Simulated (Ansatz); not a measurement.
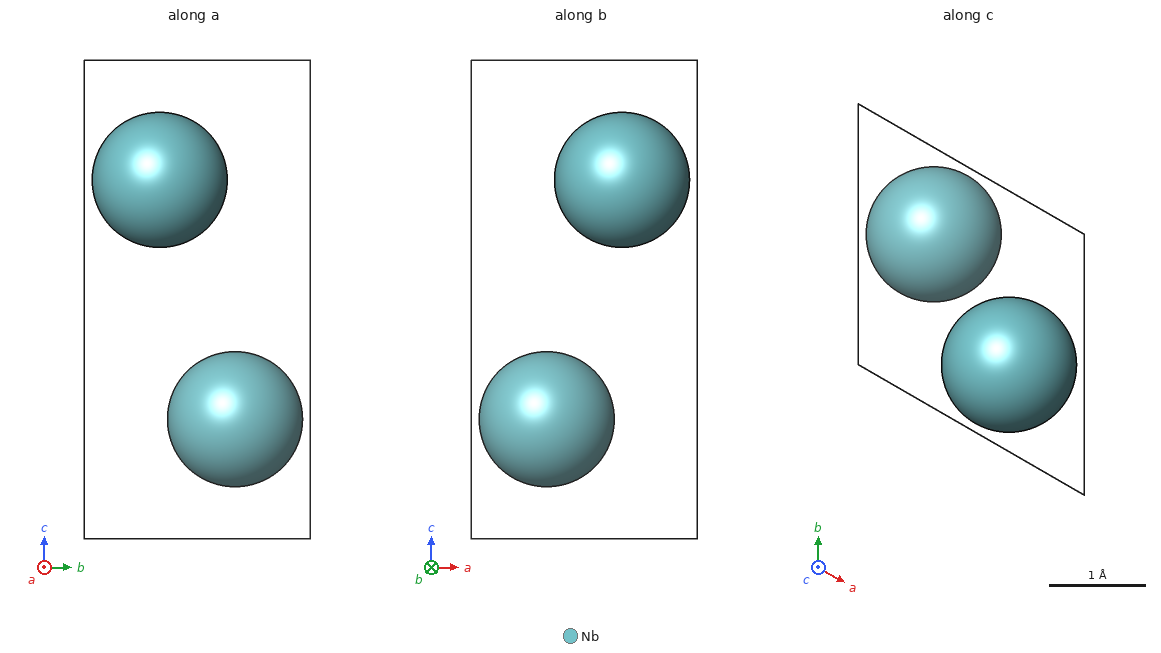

Drawn in the spheres-only manner and seen along the a axis, along the b axis and along the c axis. The conventional unit cell is outlined; an atom on or near a face, edge or corner is repeated at each equivalent position.

Lattice parameters: a = 2.7344 Å, b = 2.7344 Å, c = 5.0191 Å, α = 90.000°, β = 90.000°, γ = 120.000°.

Question: Record the structure as a CIF with its space group and independent sites.

Answer:
```cif
data_structure
_symmetry_space_group_name_H-M 'P 63/m m c'
_symmetry_Int_Tables_number 194
_cell_length_a 2.7344
_cell_length_b 2.7344
_cell_length_c 5.0191
_cell_angle_alpha 90.000
_cell_angle_beta 90.000
_cell_angle_gamma 120.000
_cell_volume 32.50
loop_
_atom_site_label
_atom_site_type_symbol
_atom_site_symmetry_multiplicity
_atom_site_Wyckoff_symbol
_atom_site_fract_x
_atom_site_fract_y
_atom_site_fract_z
_atom_site_occupancy
Nb1 Nb 2 c 0.3333 0.6667 0.2500 1
```

Origin of the cell: a structure type filled with this element by a generator (whether the element takes this form wasn't checked). Earlier steps of the study may have refined or changed the cell and positions. It was the input of a calculation with Ansatz.

At this level of theory the cell isn't at rest (compressed, at 17 GPa), so its distances can differ from those at equilibrium, the more so the softer the solid.
